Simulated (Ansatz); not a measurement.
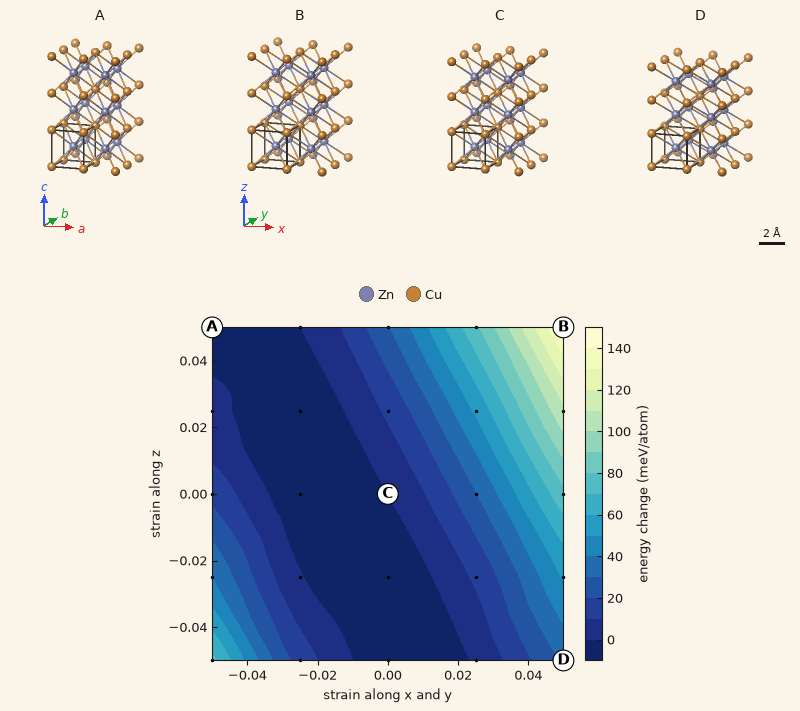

Crystalline ZnCu (Pm-3m): the cell is strained equally along x and y and separately along z, with the atoms kept at their fractional coordinates. x, y and z are the Cartesian axes of the input. The map is interpolated between the computed points (dots). The lettered frames are marked on it. Style: ball-and-stick. Shown: the cell of the calculation, repeated 2 × 2 × 3 with one cell outlined, slightly off an axis.

Theory: DFT PBEsol, scalar-relativistic, plane waves, PAW (Ansatz 0.2.0). Settings: plane-wave cutoff 420 eV; k-point mesh 16 × 16 × 16; occupations gaussian; smearing width 0.15 eV; no spin polarisation. Energies (free energies at the smearing named) are counted from the cell as listed in its source, which wasn't relaxed.

**Describe the energy landscape.**

In pairs of (strain along x and y; strain along z): the lowest computed point lies at (0.000, −0.025) (−6.4 meV/atom), the highest at (0.050, 0.050) (141.3 meV/atom). The valley is tilted: raising the in-plane strain is made harder by raising the strain along z (cross term 0.91 of the geometric mean of the two curvatures). Over the ranges scanned the energy rises more along the first axis, the in-plane strain. The pressure runs from −15.9 GPa at (0.050, 0.050) to 21.3 GPa at (−0.050, −0.050). The frames lie at A (−0.050, 0.050): −5.0 meV/atom, B (0.050, 0.050): 141.3 meV/atom, C (0.000, 0.000): 0.0 meV/atom, D (0.050, −0.050): 31.1 meV/atom.
